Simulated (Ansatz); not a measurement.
Geometry relaxation of GeSe (part 1 of 2)

The run: geometry relaxation of GeSe (Pnma, 8 atoms in the cell). Method and program: DFT PBE, scalar-relativistic, plane waves, PAW, no spin polarisation (Ansatz 0.2.0).

The structure derives from a Materials Project entry. Figures and captions count atoms from 1; the log counts them from 0 in places.

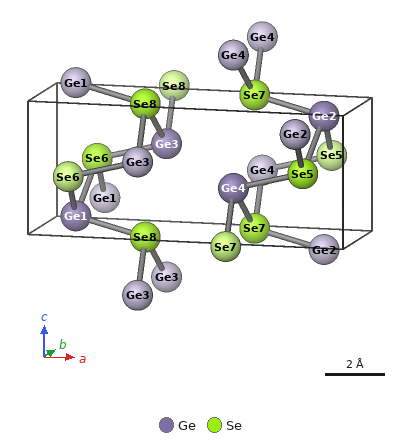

Figure 1. The structure as given in the input (ball-and-stick view of the cell of the calculation, seen slightly off an axis; neighbours outside the cell are drawn fainter; atoms are numbered from 1 in the order of the input). An atom can appear more than once, as a periodic image.

Input file:
```yaml
crystal:
  lattice:
    - [11.25603494, 0.0, 0.0]
    - [0.0, 3.78718786, 0.0]
    - [0.0, 0.0, 4.66436352]
  atoms:
    - { symbol: Ge, position: [0.12909864, 0.25, 0.11900173] }
    - { symbol: Ge, position: [0.87090136, 0.75, 0.88099827] }
    - { symbol: Ge, position: [0.37090136, 0.75, 0.61900173] }
    - { symbol: Ge, position: [0.62909864, 0.25, 0.38099827] }
    - { symbol: Se, position: [0.84927919, 0.25, 0.51546856] }
    - { symbol: Se, position: [0.15072081, 0.75, 0.48453144] }
    - { symbol: Se, position: [0.65072081, 0.75, 0.01546856] }
    - { symbol: Se, position: [0.34927919, 0.25, 0.98453144] }
basis:
  ecutwfc: 420
kpoints:
  mp_grid: { grid: [4, 8, 6] }
hamiltonian:
  xc: pbe
scf:
  occupations: { method: gaussian, width: 0.02 }
output:
  forces: true
  stress: true
  eigenvalues: true
relax:
  adjacent_minimum: "off"
  f_tol: 0.005
  max_steps: 80
  cell: { stress_tol: 0.05 }
```

Launch command:
```bash
ansatz run input.yaml --threads 4 --pin off --max-ram 10240MiB --backend cpu --events-out ev --progress --plain --runs-dir out
```

What the program printed:
```
Engine: ansatz 0.2.0, x86_64-unknown-linux-gnu
Pseudopotentials: kind: paw
Pseudopotential: Ge, paw, valence charge 14, recommended cutoff 420 eV (normal), Ge.paw.azcp
Pseudopotential: Se, paw, valence charge 16, recommended cutoff 420 eV (normal), Se.paw.azcp
Functional definition: PBE
  parameter kappa = 0.804
  parameter beta = 0.06672455060314922
  exchange = pbe_x(kappa = kappa, mu = beta*pi^2/3)
  correlation = pbe_c(beta = beta)
Crystal: 8 atoms, lattice volume = 198.836 Å³
Basis set: ecut = 420 eV, 3887 PW (Γ), exchange–correlation on 160×54×64 points (8 copies of the dense FFT grid, shifted against one another)
Bands: 72, of which v1, the nominal top of the filled ones, is band 60 counted from 1 (59 counted from 0)
Symmetry: 8 space group operations
Space group: Pnma (ITA 62), of the structure as read, at distance tolerance 5.8e-5 Å
k-points: 60 of 192
Non-local potential: Ge, projectors of the file, l = 0: 2, l = 1: 2, l = 2: 3, l = 3: 1
Non-local potential: Se, projectors of the file, l = 0: 2, l = 1: 2, l = 2: 3, l = 3: 1
PAW form: soft (Blöchl's): semilocal exchange-correlation on the pseudo side does not see the compensation charge
PAW one-centre angular grid: Ge, 590 points (default); XC on 64 Gauss nodes
PAW one-centre angular grid: Se, 590 points (default); XC on 64 Gauss nodes
Initial density: superposition of atomic densities (neutral atoms: chi_scale 0, normalization atom), corrected by the library's trained network
Initial wavefunctions: pseudopotential atomic-orbital guess
Functional: x = pbe(κ = 0.804, μ = 0.2195149727645171), c = pbe(β = 0.06672455060314922)
SCF iter   1: F=—  HF=-39058.022052 eV  |F-HF|=—  |Δ(HF+E_count)|=         —  Δρ=1.51e-3  dr2=6.61e-3  ethr=1.77e-3  ⟨swp⟩=6.1  Hψ=15075  notcnv=0  defer=2
preconditioner: auto → Resta (q_TF=auto, 2.508 Å⁻¹)  ε∞=4.3  [insulator: Δε(μ)=0.861 eV  Ē_g=9.130 eV  σ=0.020 eV  W_gap=1.00  n_scr=56 (ndim 8)  ℏωp=16.7 eV  f_vac=0.011  D(μ)=0.00/eV (n_scr^D=0)  ε∞_Penn≈4.3]
SCF iter   2: F=—  HF=-39058.019881 eV  |F-HF|=—  |Δ(HF+E_count)|=   2.17e-3  Δρ=8.15e-4  dr2=1.60e-3  ethr=5.51e-6  ⟨swp⟩=2.2  Hψ=6850  notcnv=0  defer=312
SCF iter   3: F=—  HF=-39058.020305 eV  |F-HF|=—  |Δ(HF+E_count)|=   4.23e-4  Δρ=2.44e-4  dr2=1.16e-4  ethr=1.33e-6  ⟨swp⟩=2.0  Hψ=6816  notcnv=0  defer=312
SCF iter   4: F=—  HF=-39058.020271 eV  |F-HF|=—  |Δ(HF+E_count)|=   3.40e-5  Δρ=1.06e-4  dr2=2.62e-5  ethr=9.63e-8  ⟨swp⟩=2.0  Hψ=6408  notcnv=0  defer=312
SCF iter   5: F=—  HF=-39058.020314 eV  |F-HF|=—  |Δ(HF+E_count)|=   4.30e-5  Δρ=2.93e-5  dr2=2.13e-6  ethr=2.18e-8  ⟨swp⟩=2.0  Hψ=5208  notcnv=0  defer=312
SCF iter   6: F=—  HF=-39058.020315 eV  |F-HF|=—  |Δ(HF+E_count)|=   1.65e-6  Δρ=9.82e-6  dr2=2.48e-7  ethr=1.78e-9  ⟨swp⟩=2.0  Hψ=7608  notcnv=0  defer=312
SCF iter   7: F=-39058.020315 eV  HF=-39058.020315 eV  |F-HF|=2.67e-8  |Δ(HF+E_count)|=   1.09e-7  Δρ=4.17e-6  dr2=4.12e-8  ethr=8.33e-11  ⟨swp⟩=8.3  Hψ=18528  notcnv=0
SCF 1 converged in 7 iterations: F = -39058.020315 eV  dr2 = 4.12e-8
  greatest PAW one-centre occupation: 1.000 electrons in one spin orbital (limit 2), on the Se atom at site 5 (counted from 0), in its partial waves of l = 2
relax step   1: F+E_penalty+E_count = -39058.02031533 eV  Δ(F+E_penalty+E_count) = +0.000e0 eV  max|allowed force component| = 2.170e-1 eV/Å  Δτ_max = 0.0000 Å  P = +1.439 GPa  Ω = 198.836 Å³  (7 SCF iters, dr2 threshold 1.00e-7 eV, accepted)
Crystal: 8 atoms, lattice volume = 200.052 Å³
Basis set: ecut = 420 eV, 3911 PW (Γ), exchange–correlation on 160×54×64 points (8 copies of the dense FFT grid, shifted against one another)
Initial density: handed on by an earlier stage of this run
Initial wavefunctions: those handed on with the density
iter 1 solved again at ethr=2.48e-5 eV; its pass at ethr=3.10e-3 eV (dr2=2.97e-2 eV) is discarded
SCF iter   1: F=—  HF=-39058.067797 eV  |F-HF|=—  |Δ(HF+E_count)|=         —  Δρ=4.28e-3  dr2=2.98e-2  ethr=2.48e-5  ⟨swp⟩=2.1  Hψ=20002  notcnv=0
preconditioner: auto → Resta (q_TF=auto, 2.506 Å⁻¹)  ε∞=4.4  [insulator: Δε(μ)=0.981 eV  Ē_g=8.992 eV  σ=0.020 eV  W_gap=1.00  n_scr=56 (ndim 8)  ℏωp=16.6 eV  f_vac=0.010  D(μ)=0.00/eV (n_scr^D=0)  ε∞_Penn≈4.4]
SCF iter   2: F=—  HF=-39058.061001 eV  |F-HF|=—  |Δ(HF+E_count)|=   6.80e-3  Δρ=2.08e-3  dr2=6.36e-3  ethr=2.48e-5  ⟨swp⟩=2.5  Hψ=5504  notcnv=0
SCF iter   3: F=—  HF=-39058.059971 eV  |F-HF|=—  |Δ(HF+E_count)|=   1.03e-3  Δρ=3.73e-4  dr2=3.18e-4  ethr=5.30e-6  ⟨swp⟩=3.0  Hψ=8641  notcnv=0
SCF iter   4: F=—  HF=-39058.060046 eV  |F-HF|=—  |Δ(HF+E_count)|=   7.46e-5  Δρ=1.61e-4  dr2=5.31e-5  ethr=2.65e-7  ⟨swp⟩=2.0  Hψ=7410  notcnv=0
SCF iter   5: F=—  HF=-39058.060036 eV  |F-HF|=—  |Δ(HF+E_count)|=   9.52e-6  Δρ=3.96e-5  dr2=2.83e-6  ethr=4.43e-8  ⟨swp⟩=2.0  Hψ=7920  notcnv=0
SCF iter   6: F=-39058.060040 eV  HF=-39058.060039 eV  |F-HF|=3.39e-7  |Δ(HF+E_count)|=   3.28e-6  Δρ=1.26e-5  dr2=3.27e-7  ethr=6.67e-10  ⟨swp⟩=5.8  Hψ=18448  notcnv=0
SCF 2 converged in 6 iterations: F = -39058.060040 eV  dr2 = 3.27e-7
  greatest PAW one-centre occupation: 1.000 electrons in one spin orbital (limit 2), on the Se atom at site 7 (counted from 0), in its partial waves of l = 2
relax step   2: F+E_penalty+E_count = -39058.06003974 eV  Δ(F+E_penalty+E_count) = -3.972e-2 eV  max|allowed force component| = 3.200e-2 eV/Å  Δτ_max = 0.0557 Å  P = -0.243 GPa  Ω = 200.052 Å³  energy of the carried Pulay correction = -1.357e-4 eV  (6 SCF iters, dr2 threshold 8.00e-7 eV, accepted)
Crystal: 8 atoms, lattice volume = 198.283 Å³
Basis set: ecut = 420 eV, 3859 PW (Γ), exchange–correlation on 160×54×64 points (8 copies of the dense FFT grid, shifted against one another)
iter 1 solved again at ethr=1.14e-5 eV; its pass at ethr=3.10e-3 eV (dr2=1.37e-2 eV) is discarded
SCF iter   1: F=—  HF=-39058.067911 eV  |F-HF|=—  |Δ(HF+E_count)|=         —  Δρ=3.48e-3  dr2=1.38e-2  ethr=1.14e-5  ⟨swp⟩=2.1  Hψ=19998  notcnv=0
preconditioner: auto → Resta (q_TF=auto, 2.509 Å⁻¹)  ε∞=4.4  [insulator: Δε(μ)=0.994 eV  Ē_g=9.008 eV  σ=0.020 eV  W_gap=1.00  n_scr=56 (ndim 8)  ℏωp=16.7 eV  f_vac=0.008  D(μ)=0.00/eV (n_scr^D=0)  ε∞_Penn≈4.4]
SCF iter   2: F=—  HF=-39058.064855 eV  |F-HF|=—  |Δ(HF+E_count)|=   3.06e-3  Δρ=1.73e-3  dr2=3.14e-3  ethr=1.14e-5  ⟨swp⟩=3.0  Hψ=7344  notcnv=0
SCF iter   3: F=—  HF=-39058.064548 eV  |F-HF|=—  |Δ(HF+E_count)|=   3.08e-4  Δρ=2.57e-4  dr2=1.15e-4  ethr=2.62e-6  ⟨swp⟩=2.0  Hψ=7440  notcnv=0
SCF iter   4: F=—  HF=-39058.064592 eV  |F-HF|=—  |Δ(HF+E_count)|=   4.48e-5  Δρ=1.12e-4  dr2=1.99e-5  ethr=9.56e-8  ⟨swp⟩=2.0  Hψ=6720  notcnv=0
SCF iter   5: F=—  HF=-39058.064574 eV  |F-HF|=—  |Δ(HF+E_count)|=   1.87e-5  Δρ=2.59e-5  dr2=1.39e-6  ethr=1.66e-8  ⟨swp⟩=2.0  Hψ=6720  notcnv=0
SCF iter   6: F=-39058.064575 eV  HF=-39058.064575 eV  |F-HF|=4.33e-8  |Δ(HF+E_count)|=   1.25e-6  Δρ=7.39e-6  dr2=1.32e-7  ethr=5.25e-10  ⟨swp⟩=5.1  Hψ=17965  notcnv=0
SCF 3 converged in 6 iterations: F = -39058.064575 eV  dr2 = 1.32e-7
relax step   3: F+E_penalty+E_count = -39058.06457487 eV  Δ(F+E_penalty+E_count) = -4.535e-3 eV  max|allowed force component| = 1.329e-2 eV/Å  Δτ_max = 0.0459 Å  P = -0.047 GPa  Ω = 198.283 Å³  energy of the carried Pulay correction = +6.193e-5 eV  (6 SCF iters, dr2 threshold 6.30e-7 eV, accepted)
Crystal: 8 atoms, lattice volume = 195.995 Å³
Basis set: ecut = 420 eV, 3815 PW (Γ), exchange–correlation on 160×54×64 points (8 copies of the dense FFT grid, shifted against one another)
iter 1 solved again at ethr=1.07e-5 eV; its pass at ethr=3.10e-3 eV (dr2=1.29e-2 eV) is discarded
SCF iter   1: F=—  HF=-39058.069872 eV  |F-HF|=—  |Δ(HF+E_count)|=         —  Δρ=3.23e-3  dr2=1.27e-2  ethr=1.07e-5  ⟨swp⟩=2.3  Hψ=20351  notcnv=0
preconditioner: auto → Resta (q_TF=auto, 2.514 Å⁻¹)  ε∞=4.4  [insulator: Δε(μ)=0.901 eV  Ē_g=9.034 eV  σ=0.020 eV  W_gap=1.00  n_scr=56 (ndim 8)  ℏωp=16.8 eV  f_vac=0.006  D(μ)=0.00/eV (n_scr^D=0)  ε∞_Penn≈4.4]
SCF iter   2: F=—  HF=-39058.067260 eV  |F-HF|=—  |Δ(HF+E_count)|=   2.61e-3  Δρ=1.60e-3  dr2=2.83e-3  ethr=1.06e-5  ⟨swp⟩=2.8  Hψ=7009  notcnv=0
SCF iter   3: F=—  HF=-39058.066990 eV  |F-HF|=—  |Δ(HF+E_count)|=   2.71e-4  Δρ=2.39e-4  dr2=9.52e-5  ethr=2.36e-6  ⟨swp⟩=2.0  Hψ=7442  notcnv=0
SCF iter   4: F=—  HF=-39058.067046 eV  |F-HF|=—  |Δ(HF+E_count)|=   5.65e-5  Δρ=8.38e-5  dr2=1.42e-5  ethr=7.93e-8  ⟨swp⟩=2.0  Hψ=7920  notcnv=0
SCF iter   5: F=—  HF=-39058.067036 eV  |F-HF|=—  |Δ(HF+E_count)|=   1.02e-5  Δρ=2.18e-5  dr2=1.09e-6  ethr=1.19e-8  ⟨swp⟩=2.0  Hψ=7920  notcnv=0
SCF iter   6: F=—  HF=-39058.067037 eV  |F-HF|=—  |Δ(HF+E_count)|=   9.16e-7  Δρ=8.48e-6  dr2=1.23e-7  ethr=9.09e-10  ⟨swp⟩=2.0  Hψ=7920  notcnv=0
SCF iter   7: F=-39058.067037 eV  HF=-39058.067037 eV  |F-HF|=3.89e-9  |Δ(HF+E_count)|=   4.33e-8  Δρ=3.46e-6  dr2=2.02e-8  ethr=6.03e-11  ⟨swp⟩=4.0  Hψ=14160  notcnv=0
SCF 4 converged in 7 iterations: F = -39058.067037 eV  dr2 = 2.02e-8
relax step   4: F+E_penalty+E_count = -39058.06703675 eV  Δ(F+E_penalty+E_count) = -2.462e-3 eV  max|allowed force component| = 2.827e-2 eV/Å  Δτ_max = 0.0484 Å  P = +0.113 GPa  Ω = 195.995 Å³  energy of the carried Pulay correction = +3.201e-4 eV  (7 SCF iters, dr2 threshold 7.24e-8 eV, accepted)
Crystal: 8 atoms, lattice volume = 196.480 Å³
Basis set: ecut = 420 eV, 3823 PW (Γ), exchange–correlation on 160×54×64 points (8 copies of the dense FFT grid, shifted against one another)
iter 1 solved again at ethr=1.75e-6 eV; its pass at ethr=3.10e-3 eV (dr2=2.10e-3 eV) is discarded
SCF iter   1: F=—  HF=-39058.068274 eV  |F-HF|=—  |Δ(HF+E_count)|=         —  Δρ=1.12e-3  dr2=2.12e-3  ethr=1.75e-6  ⟨swp⟩=2.5  Hψ=18152  notcnv=0
preconditioner: auto → Resta (q_TF=auto, 2.513 Å⁻¹)  ε∞=4.4  [insulator: Δε(μ)=0.911 eV  Ē_g=9.031 eV  σ=0.020 eV  W_gap=1.00  n_scr=56 (ndim 8)  ℏωp=16.8 eV  f_vac=0.006  D(μ)=0.00/eV (n_scr^D=0)  ε∞_Penn≈4.4]
SCF iter   2: F=—  HF=-39058.067828 eV  |F-HF|=—  |Δ(HF+E_count)|=   4.46e-4  Δρ=5.34e-4  dr2=3.97e-4  ethr=1.75e-6  ⟨swp⟩=2.0  Hψ=5464  notcnv=0
SCF iter   3: F=—  HF=-39058.067778 eV  |F-HF|=—  |Δ(HF+E_count)|=   4.94e-5  Δρ=9.93e-5  dr2=1.71e-5  ethr=3.31e-7  ⟨swp⟩=3.0  Hψ=8097  notcnv=0
SCF iter   4: F=—  HF=-39058.067816 eV  |F-HF|=—  |Δ(HF+E_count)|=   3.77e-5  Δρ=3.22e-5  dr2=1.47e-6  ethr=1.42e-8  ⟨swp⟩=2.0  Hψ=7451  notcnv=0
SCF iter   5: F=—  HF=-39058.067814 eV  |F-HF|=—  |Δ(HF+E_count)|=   1.46e-6  Δρ=1.00e-5  dr2=1.82e-7  ethr=1.22e-9  ⟨swp⟩=2.0  Hψ=7920  notcnv=0
SCF iter   6: F=-39058.067814 eV  HF=-39058.067814 eV  |F-HF|=2.48e-9  |Δ(HF+E_count)|=   1.12e-7  Δρ=3.34e-6  dr2=3.19e-8  ethr=7.69e-11  ⟨swp⟩=4.5  Hψ=16024  notcnv=0
SCF 5 converged in 6 iterations: F = -39058.067814 eV  dr2 = 3.19e-8
relax step   5: F+E_penalty+E_count = -39058.06781447 eV  Δ(F+E_penalty+E_count) = -7.777e-4 eV  max|allowed force component| = 2.016e-2 eV/Å  Δτ_max = 0.0133 Å  P = +0.053 GPa  Ω = 196.480 Å³  energy of the carried Pulay correction = +2.651e-4 eV  (6 SCF iters, dr2 threshold 9.22e-8 eV, accepted)
Crystal: 8 atoms, lattice volume = 196.153 Å³
Basis set: ecut = 420 eV, 3819 PW (Γ), exchange–correlation on 160×54×64 points (8 copies of the dense FFT grid, shifted against one another)
iter 1 solved again at ethr=1.03e-6 eV; its pass at ethr=3.10e-3 eV (dr2=1.23e-3 eV) is discarded
SCF iter   1: F=—  HF=-39058.068368 eV  |F-HF|=—  |Δ(HF+E_count)|=         —  Δρ=9.28e-4  dr2=1.24e-3  ethr=1.03e-6  ⟨swp⟩=2.5  Hψ=17891  notcnv=0
preconditioner: auto → Resta (q_TF=auto, 2.514 Å⁻¹)  ε∞=4.4  [insulator: Δε(μ)=0.864 eV  Ē_g=9.031 eV  σ=0.020 eV  W_gap=1.00  n_scr=56 (ndim 8)  ℏωp=16.8 eV  f_vac=0.006  D(μ)=0.00/eV (n_scr^D=0)  ε∞_Penn≈4.4]
SCF iter   2: F=—  HF=-39058.068097 eV  |F-HF|=—  |Δ(HF+E_count)|=   2.71e-4  Δρ=4.36e-4  dr2=2.24e-4  ethr=1.03e-6  ⟨swp⟩=2.0  Hψ=5043  notcnv=0
SCF iter   3: F=—  HF=-39058.068069 eV  |F-HF|=—  |Δ(HF+E_count)|=   2.87e-5  Δρ=7.63e-5  dr2=8.79e-6  ethr=1.87e-7  ⟨swp⟩=2.0  Hψ=6720  notcnv=0
SCF iter   4: F=—  HF=-39058.068086 eV  |F-HF|=—  |Δ(HF+E_count)|=   1.68e-5  Δρ=2.00e-5  dr2=8.03e-7  ethr=7.32e-9  ⟨swp⟩=2.0  Hψ=7006  notcnv=0
SCF iter   5: F=—  HF=-39058.068085 eV  |F-HF|=—  |Δ(HF+E_count)|=   3.70e-7  Δρ=8.87e-6  dr2=1.27e-7  ethr=6.69e-10  ⟨swp⟩=2.0  Hψ=7920  notcnv=0
SCF iter   6: F=-39058.068085 eV  HF=-39058.068085 eV  |F-HF|=4.77e-9  |Δ(HF+E_count)|=   3.07e-8  Δρ=2.31e-6  dr2=1.26e-8  ethr=2.12e-11  ⟨swp⟩=4.0  Hψ=15398  notcnv=0
SCF 6 converged in 6 iterations: F = -39058.068085 eV  dr2 = 1.26e-8
relax step   6: F+E_penalty+E_count = -39058.06808521 eV  Δ(F+E_penalty+E_count) = -2.707e-4 eV  max|allowed force component| = 1.461e-2 eV/Å  Δτ_max = 0.0168 Å  P = +0.034 GPa  Ω = 196.153 Å³  energy of the carried Pulay correction = +3.022e-4 eV  (6 SCF iters, dr2 threshold 2.54e-8 eV, accepted)
Crystal: 8 atoms, lattice volume = 196.923 Å³
Basis set: ecut = 420 eV, 3839 PW (Γ), exchange–correlation on 160×54×64 points (8 copies of the dense FFT grid, shifted against one another)
iter 1 solved again at ethr=2.89e-7 eV; its pass at ethr=3.10e-3 eV (dr2=3.47e-4 eV) is discarded
SCF iter   1: F=—  HF=-39058.068413 eV  |F-HF|=—  |Δ(HF+E_count)|=         —  Δρ=4.46e-4  dr2=3.61e-4  ethr=2.89e-7  ⟨swp⟩=2.3  Hψ=17342  notcnv=0
preconditioner: auto → Resta (q_TF=auto, 2.512 Å⁻¹)  ε∞=4.4  [insulator: Δε(μ)=0.883 eV  Ē_g=9.023 eV  σ=0.020 eV  W_gap=1.00  n_scr=56 (ndim 8)  ℏωp=16.7 eV  f_vac=0.006  D(μ)=0.00/eV (n_scr^D=0)  ε∞_Penn≈4.4]
SCF iter   2: F=—  HF=-39058.068353 eV  |F-HF|=—  |Δ(HF+E_count)|=   6.05e-5  Δρ=2.16e-4  dr2=6.74e-5  ethr=2.89e-7  ⟨swp⟩=2.0  Hψ=4856  notcnv=0
SCF iter   3: F=—  HF=-39058.068361 eV  |F-HF|=—  |Δ(HF+E_count)|=   8.03e-6  Δρ=4.63e-5  dr2=4.21e-6  ethr=5.62e-8  ⟨swp⟩=3.0  Hψ=7964  notcnv=0
SCF iter   4: F=—  HF=-39058.068358 eV  |F-HF|=—  |Δ(HF+E_count)|=   2.98e-6  Δρ=1.58e-5  dr2=6.10e-7  ethr=3.51e-9  ⟨swp⟩=2.0  Hψ=7920  notcnv=0
SCF iter   5: F=—  HF=-39058.068358 eV  |F-HF|=—  |Δ(HF+E_count)|=   5.09e-8  Δρ=4.97e-6  dr2=4.50e-8  ethr=5.08e-10  ⟨swp⟩=2.0  Hψ=7920  notcnv=0
SCF iter   6: F=-39058.068358 eV  HF=-39058.068358 eV  |F-HF|=4.35e-9  |Δ(HF+E_count)|=   3.77e-8  Δρ=1.47e-6  dr2=3.28e-9  ethr=3.45e-11  ⟨swp⟩=4.0  Hψ=14160  notcnv=0
SCF 7 converged in 6 iterations: F = -39058.068358 eV  dr2 = 3.28e-9
relax step   7: F+E_penalty+E_count = -39058.06835805 eV  Δ(F+E_penalty+E_count) = -2.728e-4 eV  max|allowed force component| = 2.895e-3 eV/Å  Δτ_max = 0.0068 Å  P = -0.028 GPa  Ω = 196.923 Å³  energy of the carried Pulay correction = +2.151e-4 eV  (6 SCF iters, dr2 threshold 4.14e-8 eV, accepted)
Basis set: ecut = 420 eV, 3839 PW (Γ), exchange–correlation on 150×54×64 points (8 copies of the dense FFT grid, shifted against one another)
Initial wavefunctions: pseudopotential atomic-orbital guess (no wavefunctions were taken with the density)
iter 1 solved again at ethr=1.09e-7 eV; its pass at ethr=3.10e-3 eV (dr2=1.30e-4 eV) is discarded
SCF iter   1: F=—  HF=-39058.057492 eV  |F-HF|=—  |Δ(HF+E_count)|=         —  Δρ=6.02e-4  dr2=1.63e-5  ethr=1.09e-7  ⟨swp⟩=3.0  Hψ=24660  notcnv=0
preconditioner: auto → Resta (q_TF=auto, 2.512 Å⁻¹)  ε∞=4.4  [insulator: Δε(μ)=0.882 eV  Ē_g=9.022 eV  σ=0.020 eV  W_gap=1.00  n_scr=56 (ndim 8)  ℏωp=16.7 eV  f_vac=0.006  D(μ)=0.00/eV (n_scr^D=0)  ε∞_Penn≈4.4]
SCF iter   2: F=—  HF=-39058.065456 eV  |F-HF|=—  |Δ(HF+E_count)|=   7.96e-3  Δρ=3.04e-4  dr2=3.97e-6  ethr=1.36e-8  ⟨swp⟩=2.0  Hψ=5508  notcnv=0
SCF iter   3: F=—  HF=-39058.068112 eV  |F-HF|=—  |Δ(HF+E_count)|=   2.66e-3  Δρ=3.10e-5  dr2=1.25e-7  ethr=3.30e-9  ⟨swp⟩=2.0  Hψ=5508  notcnv=0
SCF iter   4: F=—  HF=-39058.068138 eV  |F-HF|=—  |Δ(HF+E_count)|=   2.64e-5  Δρ=3.23e-6  dr2=1.30e-8  ethr=1.04e-10  ⟨swp⟩=2.0  Hψ=7920  notcnv=0
SCF iter   5: F=—  HF=-39058.068139 eV  |F-HF|=—  |Δ(HF+E_count)|=   1.75e-7  Δρ=1.07e-6  dr2=3.22e-9  ethr=1.08e-11  ⟨swp⟩=3.0  Hψ=7920  notcnv=0
SCF iter   6: F=—  HF=-39058.068139 eV  |F-HF|=—  |Δ(HF+E_count)|=   6.90e-9  Δρ=4.21e-7  dr2=5.55e-10  ethr=2.68e-12  ⟨swp⟩=2.0  Hψ=5520  notcnv=0
SCF iter   7: F=—  HF=-39058.068139 eV  |F-HF|=—  |Δ(HF+E_count)|=  3.42e-10  Δρ=2.18e-7  dr2=1.46e-10  ethr=1.00e-12  ⟨swp⟩=3.0  Hψ=7014  notcnv=0
SCF iter   8: F=-39058.068139 eV  HF=-39058.068139 eV  |F-HF|=1.46e-11  |Δ(HF+E_count)|=  1.16e-10  Δρ=2.40e-8  dr2=1.03e-12  ethr=1.00e-12  ⟨swp⟩=4.0  Hψ=12960  notcnv=0
SCF 8 converged in 8 iterations: F = -39058.068139 eV  dr2 = 1.03e-12
relax step   8: F+E_penalty+E_count = -39058.06813855 eV  Δ(F+E_penalty+E_count) = +2.195e-4 eV  max|allowed force component| = 2.872e-3 eV/Å  Δτ_max = 0.0000 Å  P = -0.027 GPa  Ω = 196.923 Å³  stress off target by 3.03e-2 GPa  SCF on the basis re-selected at this cell (its energy is not comparable with the rows above)  (8 SCF iters)
```

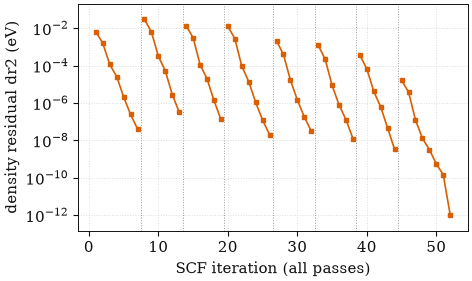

Figure 2. Convergence of the self-consistent field: density residual dr2 against the SCF iteration. The dotted lines part the SCF passes of the relaxation: geometry steps, rejected trials and re-solves on a re-selected basis. The 8 passes take 6 to 8 iterations each, 52 in all.
